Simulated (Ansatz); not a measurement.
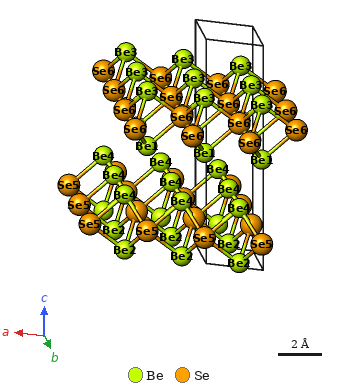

This is the input geometry for a relaxation of crystalline Be$_{2}$Se (built on the 2H molybdenite_194 type) (coarse preliminary run). A ball-and-stick model of the cell of the calculation, repeated 3 × 3 × 1 with one cell outlined, seen from a free direction.

Case: 2H molybdenite type (P6_3/mmc, No. 194).

Computed with DFT PBE, scalar-relativistic, plane waves, PAW (Ansatz 0.2.0).

Input file:
```yaml
crystal:
  lattice:
    - [2.845083963, 0.0, 0.0]
    - [-1.4225419815, 2.4639149879, 0.0]
    - [0.0, 0.0, 11.066209934]
  atoms:
    - { symbol: Be, position: [0.3333333333, 0.6666666667, 0.6275] }
    - { symbol: Be, position: [0.6666666667, 0.3333333333, 0.1275] }
    - { symbol: Be, position: [0.3333333333, 0.6666666667, 0.8725] }
    - { symbol: Be, position: [0.6666666667, 0.3333333333, 0.3725] }
    - { symbol: Se, position: [0.3333333333, 0.6666666667, 0.25] }
    - { symbol: Se, position: [0.6666666667, 0.3333333333, 0.75] }
basis:
  ecutwfc: 420
kpoints:
  mp_grid: { grid: [6, 6, 2] }
hamiltonian:
  xc: pbe
scf:
  occupations: { method: gaussian, width: 0.1 }
  lower_state_search: "off"
output:
  forces: true
  stress: true
  eigenvalues: true
relax:
  adjacent_minimum: "off"
  f_tol: 0.04
  max_steps: 70
  cell: { stress_tol: 0.4 }
```

Run as
```bash
ansatz run input.yaml --threads 1 --pin off --max-ram 2560MiB --backend cpu --events-out ev --progress --plain --runs-dir out
```

Question: Where does the relaxation end?

Answer: The energy falls by 882 meV per atom in 10 accepted moves (12 points after the start). Largest force component: 2.1 eV/Å at the start, 0.0018 eV/Å at the end. The pressure goes from 31.03 to 0.05 GPa. The SCF was repeated twice at an unchanged geometry on a basis and grid sized afresh for the cell, which shifted the energy by 4.4 meV per atom at most. The largest moves relative to the cell, 0.38 Å, are those of Be1, Be2, Be3 and Be4. Be1 goes along −c. Se stays in place. Cell: a = b 2.845 → 3.422 Å (+20.3 %), c 11.066 → 8.303 Å (−25.0 %). Volume +8.5 %. Near-neighbour distances that change, for instance: Be1–Se5 4.177 → 2.754 Å, Se5–Se5 2.845 → 3.422 Å, Be1–Se6 2.130 → 2.420 Å. Bond angles that change, for instance: Be1–Se6–Be3 79.1° → 70.6°, Se6–Be3–Se6 83.8° → 90.0°, Be1–Se6–Be1 83.8° → 90.0°. The space group stays P6_3/mmc (No. 194). Cost: 31 s on 1 thread of Arm Neoverse V1, on a shared host, peak memory 0.35 GiB.

Step by step:

```csv
step,"E − E(0), meV/atom","largest force component, eV/Å","pressure, GPa","volume, Å³/atom",note
0,0.00,2.1042,31.03,12.929,
1,-345.65,1.5827,15.92,13.888,
2,-593.68,0.8787,7.94,14.214,
3,-733.56,0.4845,3.32,14.373,
4,-808.41,0.4479,1.36,14.262,
5,-857.35,0.3735,1.54,13.888,
6,-870.42,0.1413,3.16,13.449,
7,-870.86,0.3175,-0.51,14.023,
8,-877.41,0.0405,-0.58,14.063,
9,-877.71,0.0005,0.02,13.954,
10,-882.11,0.0007,0.46,13.954,"same geometry, new basis"
11,-882.30,0.0018,0.05,14.030,
12,-882.32,0.0018,0.05,14.030,"same geometry, new basis"
```

The structure at the end:

```xyz
6
Lattice="3.4215 0.0000 0.0000 -1.7108 2.9631 0.0000 0.0000 0.0000 8.3032" Properties=species:S:1:pos:R:3 pbc="T T T"
Be    0.0000    1.9754    4.8300
Be    1.7108    0.9877    0.6784
Be    0.0000    1.9754    7.6248
Be    1.7108    0.9877    3.4732
Se    0.0000    1.9754    2.0758
Se    1.7108    0.9877    6.2274
```

The end point in the same view:

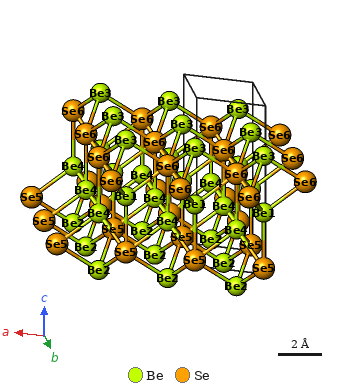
